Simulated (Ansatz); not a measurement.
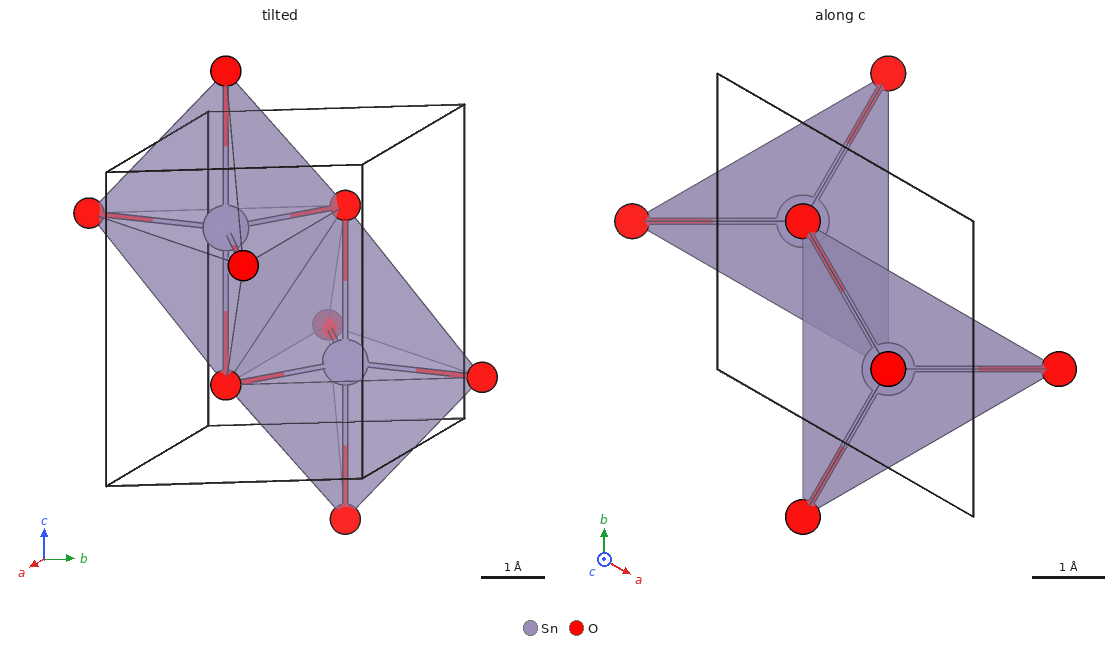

A polyhedral rendering, viewed slightly off an axis and along the c axis. The parallelepiped is the simulation cell. A few atoms beyond the faces are included.

Here is the input:
```yaml
crystal:
  lattice:
    - [4.125499321, 0.0, 0.0]
    - [-2.0627496605, 3.5727872153, 0.0]
    - [0.0, 0.0, 5.1854029602]
  atoms:
    - { symbol: Sn, position: [0.3333333333, 0.6666666667, 0.25] }
    - { symbol: Sn, position: [0.6666666667, 0.3333333333, 0.75] }
    - { symbol: O, position: [0.6666666667, 0.3333333333, 0.25] }
    - { symbol: O, position: [0.3333333333, 0.6666666667, 0.75] }
kpoints:
  mp_grid: { grid: [6, 6, 4] }
hamiltonian:
  xc: r2scan
scf:
  occupations: { method: fixed }
gw:
  n_empty_bands: 287
  ecut_chi: 140
  qp_bands: [v2, c2]
  qp_kpoints: band_edges
  screening: { model: contour_deformation }
```
Run as:
```sh
ansatz run input.yaml --threads 2 --pin off --max-ram 3686MiB --backend cpu --events-out ev --progress --plain --runs-dir out
```

Method used: G0W0 on r2SCAN, plane waves, PAW in Ansatz 0.2.0. It ran with a cutoff energy of 500 eV, 6×6×4 k-mesh, no spin polarisation.

Question: Metal or not?

Answer: A semiconductor at this level, with a gap of 0.58 eV, direct.

Starting structure: a structure type filled with these elements by a generator (whether the compound takes this form wasn't checked). Earlier steps of the study may have refined or changed the cell and positions. A calculation with Ansatz used it as input.
